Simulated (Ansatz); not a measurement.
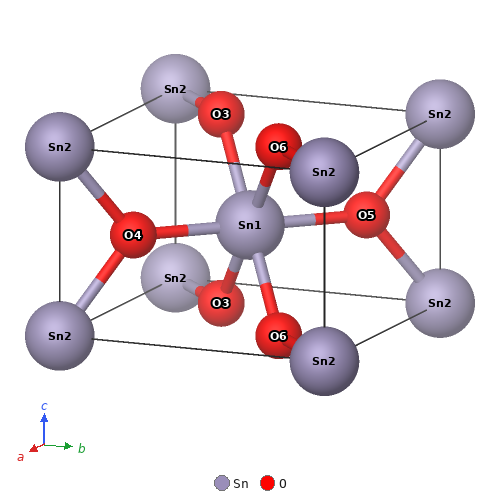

The system is SnO₂ (P4_2/mnm, No. 136; 6 atoms in the cell); the picture shows the reference structure. The energy is mapped over a free internal coordinate and the cell. First axis: shift of O3 along [1 1 0] of the conventional cell, Cartesian (0.71 0.71 0), its symmetry partners moved as symmetry demands (measured in the relaxed cell). Second axis: c/a of the conventional cell at fixed volume. Nothing is relaxed (all other coordinates fixed). The scan uses an 11 × 11 grid. Points are written as (first, second). Energies: meV/atom, counted from the lowest grid point. Method: Ansatz 0.2.0, DFT PBE, scalar-relativistic, plane waves, PAW. Settings: cutoff 520 eV, k-mesh 6×6×8 in the order of the run's cell vectors, gaussian smearing 0.05 eV, no spin polarisation.

Its coordinates:

```xyz
6
Lattice="4.8278 0.0000 0.0000 0.0000 4.8278 0.0000 0.0000 0.0000 3.2379" Properties=species:S:1:pos:R:3 pbc="T T T"
Sn    2.4139    2.4139    1.6190
Sn    0.0000    0.0000    0.0000
O     1.4801    1.4804    0.0000
O     3.8940    0.9336    1.6190
O     0.9338    3.8943    1.6190
O     3.3477    3.3475    0.0000
```

Range: shift of O3 along [1 1 0] of the conventional cell, Cartesian (0.71 0.71 0), its symmetry partners moved as symmetry demands (measured in the relaxed cell) from −0.25 to 0.25 Å; c/a of the conventional cell at fixed volume from 0.617 to 0.724.

> What landscape does the calculation give?

The lowest grid point is at (0.00 Å, 0.671). No other kind of well shows on this grid. The highest grid point, (0.25 Å, 0.617), lies 615 meV/atom above the lowest.

```tsv
second ↓, first →	−0.25	−0.20	−0.15	−0.10	−0.05	0.00	0.05	0.10	0.15	0.20	0.25
0.724	480	315	192	104	50	29	41	89	177	309	493
0.714	456	297	177	92	39	19	32	81	171	305	492
0.703	435	281	164	81	30	11	25	75	166	303	492
0.692	416	267	154	73	23	5	20	72	164	303	495
0.681	401	256	146	67	19	1	17	70	164	305	500
0.671	388	248	141	63	16	0	17	71	167	311	509
0.660	379	243	138	63	17	1	20	75	173	319	522
0.649	373	241	139	65	20	6	25	82	182	331	538
0.638	371	243	143	71	27	13	34	93	195	348	558
0.628	373	248	151	80	37	24	46	107	212	368	584
0.617	380	258	163	93	50	39	62	125	233	394	615
```

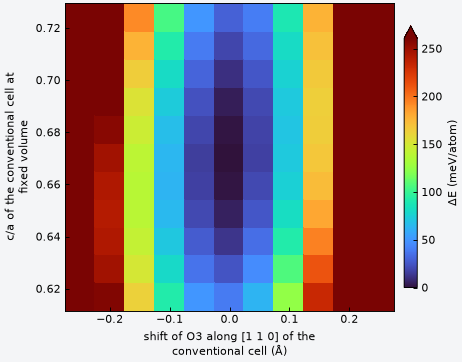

Drawn: one coloured cell a grid point, one colour for all values above the top of the scale.

The whole map (121 points run) took 5.7 min on 2 threads of AMD EPYC 9R45 96-Core Processor (Zen 5), with other jobs on the host.

PAW datasets: the set soft_1.
